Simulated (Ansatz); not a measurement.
SiRu

```
Si Ru
1.0
     4.68929    0.00000    0.00000
     0.00000    4.68929    0.00000
     0.00000    0.00000    4.68929
Si Ru
4 4
Direct
  0.16168 0.33832 0.66168
  0.33832 0.66168 0.16168
  0.66168 0.16168 0.33832
  0.83832 0.83832 0.83832
  0.86881 0.63119 0.36881
  0.63119 0.36881 0.86881
  0.36881 0.86881 0.63119
  0.13119 0.13119 0.13119
```

Space group P2₁3; a structure from a database of computed crystals, not necessarily the ambient phase; started from the database structure prototype, which need not be the ambient phase; computed without spin polarisation.

Level of theory: DFT, PBEsol, plane waves, PAW in Ansatz 0.2.0.

Core electrons are frozen (PAW), and the valence fields are smoothed inside the atomic spheres.

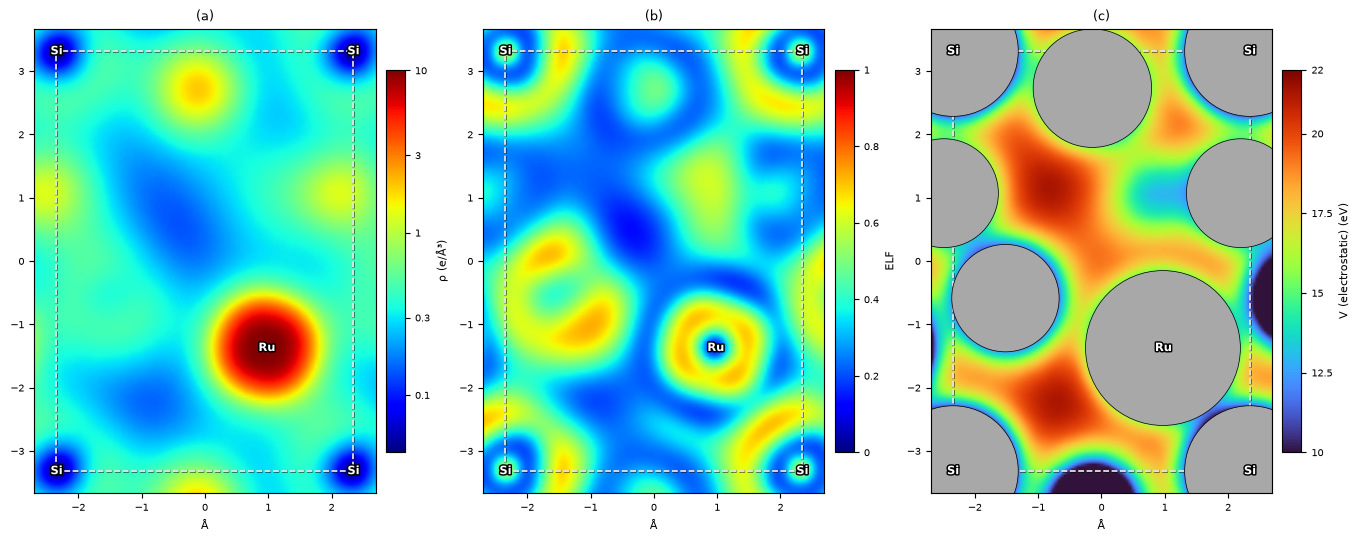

Figure 1. (a) valence electron density; (b) electron localisation function; (c) electrostatic potential (local pseudopotential plus Hartree) felt by an electron on the (011) plane of the conventional cell. Grey discs cover the atomic cores in the potential map.

Read the bonding off the picture.

- The plane passes through Si and Ru nuclei.
- Atoms just off the plane (Si, 0.6 Å away and Ru, 0.8 Å away) can leave unmarked features too.
- Si–Ru (2.38 Å): ρ is about 0.6 e/Å³ halfway; the ELF peaks at about 0.70 in the valence shell of Si, 0.9 Å from its nucleus, and is about 0.45 at the midpoint.
- Between the atoms the lowest density in this plane is 0.14 e/Å³.
- The features right at Ru lie inside the PAW spheres, where the map follows smoothed inner orbitals and isn't to be read closely.
- Outside the cores the potential energy rises away from the atoms and is highest about 1.9 Å from the nearest atoms; its zero is arbitrary.

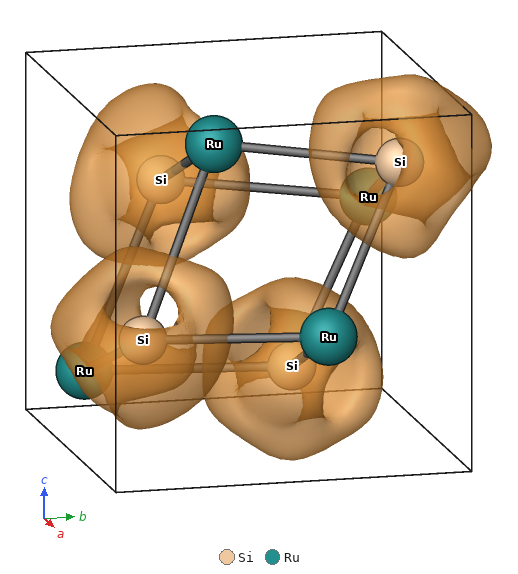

Figure 2. Isosurface of the ELF at 0.55 (orange), seen slightly off an axis. Core shells and regions of very low density are left out. Sticks mark near contacts.

Where are the electrons localised?

At this value the surface marks out four regions wrapped around Si (the valence shell of each), counted in one cell of 8 atoms. Regions shared between cells count once. Profiles from the grid: Si–Ru (2.67 Å): the ELF peaks at about 0.65 in the valence shell of Si, 0.9 Å from its nucleus, and is about 0.35 at the midpoint.
